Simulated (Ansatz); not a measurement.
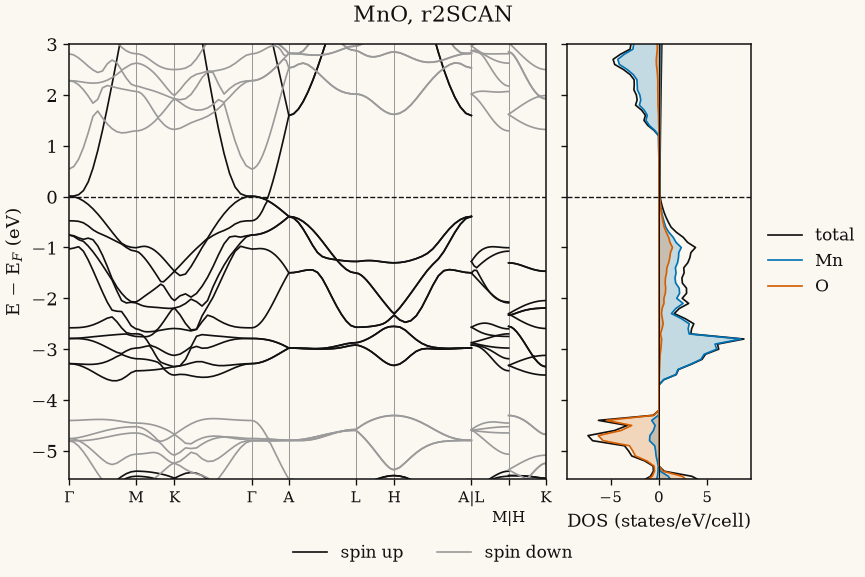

Band structure and density of states. Energies are counted from the Fermi level. The partial curves are projected on Löwdin-orthogonalised atomic shells. Spin-down states are drawn negative.

> What lattice type does the k path imply?

A hexagonal (primitive) lattice: the path Γ–M–K–Γ–A–L–H–A|L–M|H–K runs through the special points of its Brillouin zone.

System: MnO, space group P6_3mc (No. 186), 4 atoms in the cell.

Space group P6_3mc (No. 186). a = 3.426 Å, b = 3.426 Å, c = 5.323 Å, α = 90.00°, β = 90.00°, γ = 120.00°
```tsv
atom	site	symmetry	x	y	z
Mn	2b	3m.	0.3333	0.6667	0.9975
O	2b	3m.	0.3333	0.6667	0.3889
```

Level of theory: DFT r2SCAN, scalar-relativistic, plane waves, PAW, spin-polarised, 15×15×8 k mesh, 500 eV cutoff, Gaussian smearing of 0.1 eV; code Ansatz.

> What kind of electronic state is this?

A half-metal: spin-up bands cross the Fermi level, while the spin-down bands leave a gap of 4.85 eV along the path around it. The cell's moment is 10.0 μB, a whole number as a half-metal requires.

> Which levels at K lie nearest to the Fermi level?

At K the nearest levels lie 1.47 eV below and 1.32 eV above the Fermi level.

> What is the density of states at the Fermi level?

The density of states at the Fermi level isn't well fixed here: it changes fast, and within 0.3 eV it runs from 0.084 to 0.5 per eV and cell.

> Is the cell magnetic? Give the net moment.

The two spin channels differ: the cell has a net moment of 10.0 μB, with spin up in the majority.

The run may have settled in a state above the lowest, so this need not be the ground state. A lower state was found for this cell.
